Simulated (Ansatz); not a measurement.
## Electronic structure of N in real space

```xyz
48
Lattice="9.7432 0.0000 0.0000 -4.8716 8.4379 0.0000 0.0000 0.0000 13.2056" Properties=species:S:1:pos:R:3 pbc="T T T"
N     2.5378    3.2706    1.4067
N    -2.3338    6.0832    5.8085
N     7.4094    0.4579   10.2104
N     3.3081    6.6457    2.9952
N     3.3080    1.0205    7.3971
N    -1.5635    3.8331   11.7989
N     5.6419    0.5625    1.4067
N     0.7703    3.3751    5.8085
N     5.6420    6.1877   10.2104
N     4.8717    2.8126    3.8511
N     0.0000    5.6253    8.2530
N     0.0000    0.0000   12.6548
N     2.3338    0.4579    3.6076
N     7.2055    3.2706    8.0095
N     2.3339    6.0832   12.4113
N     6.4351    1.0205    0.7943
N     1.5635    3.8331    5.1961
N    -3.3081    6.6457    9.5980
N    -0.7703    2.2501    2.9952
N     4.1013    5.0628    7.3971
N    -0.7703    7.8754   11.7989
N     0.0000    0.0000    0.5508
N     4.8717    2.8126    4.9526
N     0.0000    5.6253    9.3544
N     2.5377    2.3547    0.7943
N    -2.3338    5.1673    5.1961
N     2.5378    7.9800    9.5980
N     0.0000    5.6253    2.7516
N     0.0000    0.0000    7.1536
N     4.8717    2.8126   11.5554
N    -2.5378    7.9800    2.9952
N     7.2054    2.3547    7.3971
N     2.3338    5.1673   11.7989
N     0.0000    5.6253    1.6502
N     0.0000    0.0000    6.0520
N     4.8717    2.8126   10.4539
N     6.4352    4.6048    1.4067
N     1.5636    7.4174    5.8085
N     1.5635    1.7922   10.2104
N     5.6419    5.0628    0.7943
N     0.7703    7.8754    5.1961
N     0.7703    2.2501    9.5980
N     8.1797    1.7922    3.6076
N     3.3081    4.6048    8.0095
N    -1.5635    7.4174   12.4113
N     4.1013    6.1877    3.6076
N     4.1013    0.5625    8.0095
N    -0.7703    3.3751   12.4113
```

Space group R-3c; a structure from a database of computed crystals, not necessarily the ambient phase; started from the database structure prototype, which need not be the ambient phase.

The calculation used DFT, PBE-D3(BJ), plane waves, PAW (Ansatz).

The density is the valence pseudo-density of a PAW calculation; it isn't the true density close to the nuclei.

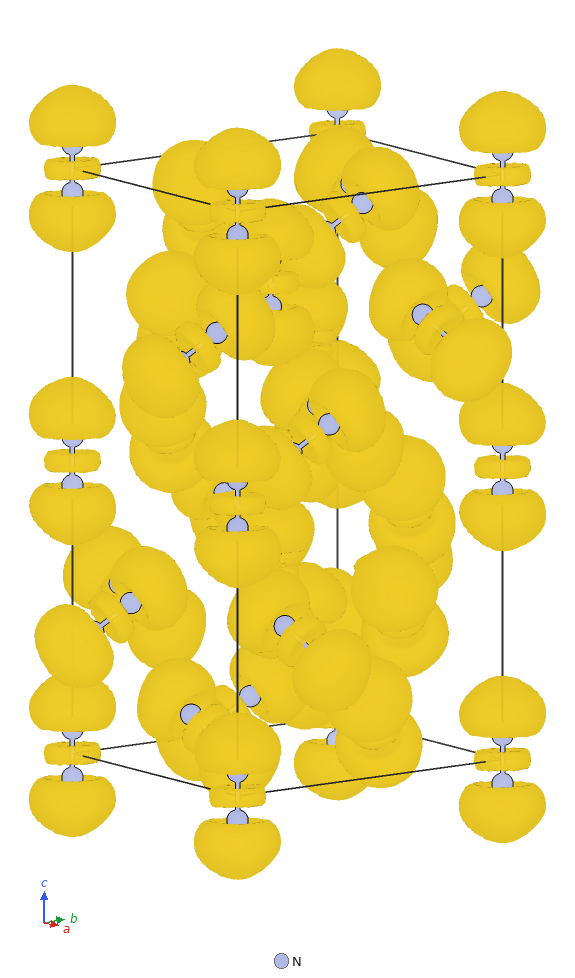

Figure 1. Isosurface of the ELF at 0.75 (yellow), seen slightly off an axis. Only the valence region is drawn (cores and ρ < 0.01 e/Å³ removed). Sticks mark near contacts.

### Identify the bonds, lone pairs and shells in this picture.

The ELF exceeds this value in 24 regions between bonded N–N atoms (shared pairs) and 48 lobes on N, pointing away from the bonds (lone pairs), counted in one cell of 48 atoms. Any copies at cell faces, edges or corners count once. Profiles from the grid: N–N (1.10 Å): the ELF peaks at about 0.85 between the atoms (inside overlapping PAW spheres, so only a guide); a short, multiple covalent bond.

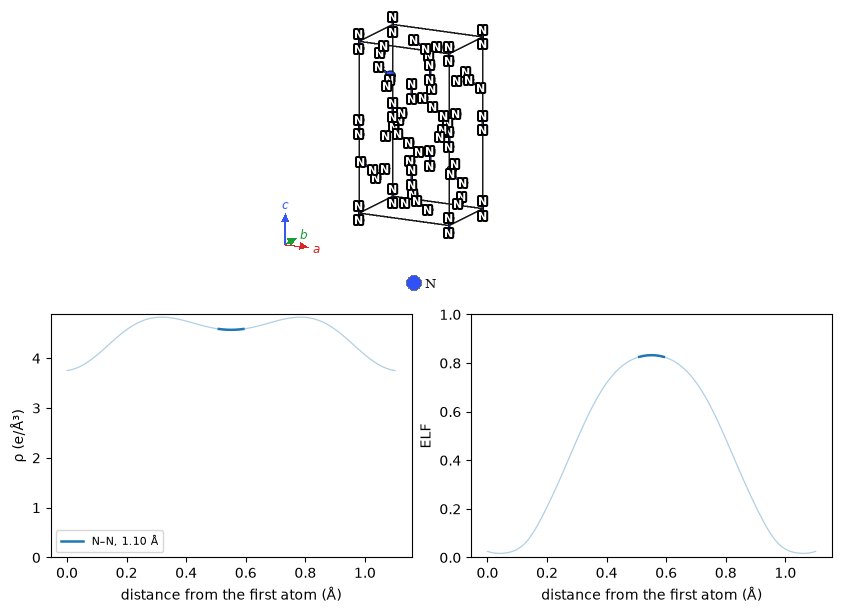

Figure 2. Valence electron density and ELF along straight lines between neighbouring atoms. Thin, pale parts lie inside the atomic spheres. The structure is drawn too.

### What can be read from the curves?

N–N (1.10 Å): the density is about 4.6 e/Å³ at the midpoint; the ELF peaks at about 0.85 between the atoms (inside overlapping PAW spheres, so only a guide): a multiple bond.

### Does the calculation make it a metal, or give it a gap?

It is gapped, with a Kohn–Sham gap of 7.4 eV on the k-point mesh (the band edges may lie off the mesh, which would make the gap smaller).
